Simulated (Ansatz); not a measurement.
Input file:

```
crystal:
  lattice:
    - [0.0, 2.1839935596, 2.1839935596]
    - [2.1839935596, 0.0, 2.1839935596]
    - [2.1839935596, 2.1839935596, 0.0]
  atoms:
    - { symbol: Al, position: [0.0, 0.0, 0.0] }
    - { symbol: "N", position: [0.75, 0.75, 0.75] }
total_charge: 0.1
basis:
  ecutwfc: 420
  fft_grid_basis: typed
kpoints:
  mp_grid: { grid: [12, 12, 12] }
hamiltonian:
  xc: pbe
scf:
  occupations: { method: gaussian, width: 0.05 }
output:
  forces: true
  stress: true
  eigenvalues: true
  bader: true
  write_density: true
  volumetric_format: npy
```

Launched as:

```sh
ansatz run input.yaml --threads 2 --pin off --max-ram 4096MiB --backend cpu --events-out ev --progress --plain --runs-dir out
```

The picture shows the conventional cell (a = 4.37 Å, b = 4.37 Å, c = 4.37 Å, α = 90.00°, β = 90.00°, γ = 90.00°).

Space group F-43m; the calculation finds a residual pressure of about 5 GPa at this fixed cell. This isn't the usual form at ambient conditions. The cell comes from a database of computed structures, not from a measurement.

Computed with Ansatz 0.2.0, DFT PBE, scalar-relativistic, plane waves, PAW.

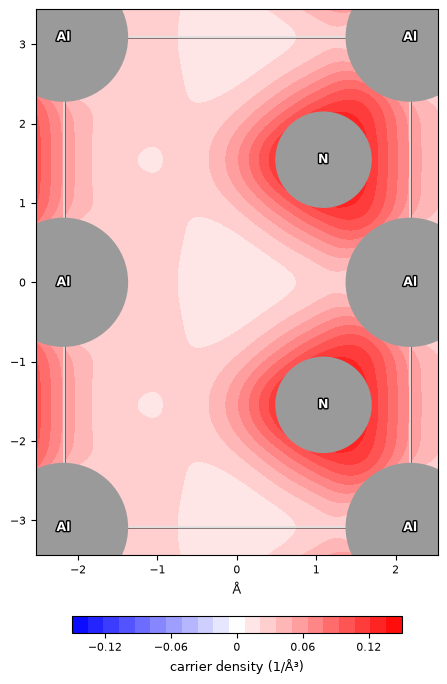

AlN. Where the hole sits when 0.1 electron is taken from the 2-atom cell of the calculation (uniform compensating background, atoms fixed); the change of density for each carrier, counted positive where the carrier is: a map on the (101) plane of the conventional cell, with grey discs over the atomic cores. Cores are masked to 0.8 Å (Al) and 0.6 Å (N).

Core electrons are frozen (PAW), so the fields are smoothed inside the atomic spheres.

> On which atoms does the carrier sit?

Summed over atomic cells sized by the Bader volumes, the hole divides as N about 90 % and Al about 10 %; the most favoured element is N, which fills 80 % of the volume.
- Over the whole cell, outside the cores, it is densest at the edge of the masked core of N.
- The counter-flow of charge adds up to under 0.1 e for each carrier.
- These are shares of the net change, screening included; the states that take the carrier can be more concentrated.

Run times: 10 s (hole) and 10 s (base cell), on 2 threads of Intel(R) Xeon(R) 6975P-C (Granite Rapids), on a shared host.
